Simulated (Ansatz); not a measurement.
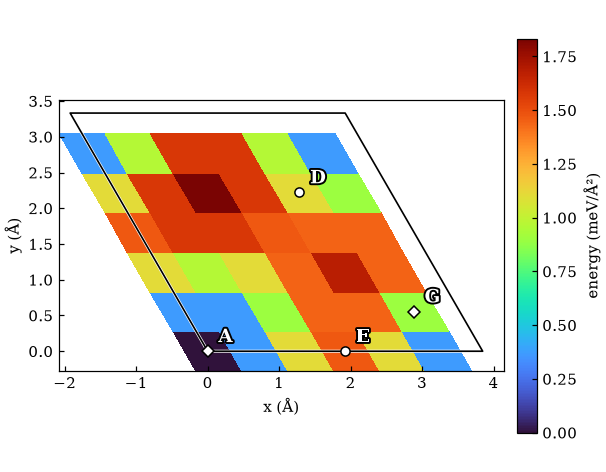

A bilayer of two Si sheets of the honeycomb type (4 atoms in the cell). 
- The upper layer of a bilayer is slid over the lower one; relaxed at each slide: nothing; the origin of the map has Si4 above Si1; the distance between the facing planes is held at 4.40 Å.
- Places are given modulo a cell vector. The map is drawn in real space over the plane of the slide.
- The grid has 6 × 6 points; 10 points were computed and 26 follow by symmetry.
- Energies: meV/Å², counted from the lowest grid point.
- At a held distance the lowest stacking need not be the one that binds best once the distance relaxes.
- Method: DFT PBE+D3(BJ), scalar-relativistic, plane waves, PAW in Ansatz 0.2.0. Settings: cutoff 420 eV, k-mesh 9×9×1, gaussian smearing 0.1 eV, no spin polarisation.

Drawn: one coloured cell a grid point, the outline of one cell of the plane, lettered points.

### What kind of point is each of A, D, E, G: minimum, saddle, maximum or slope?

A: minimum; D: on a slope; E: saddle point; G: on a slope. (In these two coordinates alone; a stationary point may lie a little off the grid point.)

### Rank the lettered points by energy, lowest first.

A (0.00 meV/Å²), G (0.90 meV/Å²), D (1.11 meV/Å²), E (1.47 meV/Å²).

PAW datasets: the set soft_1.
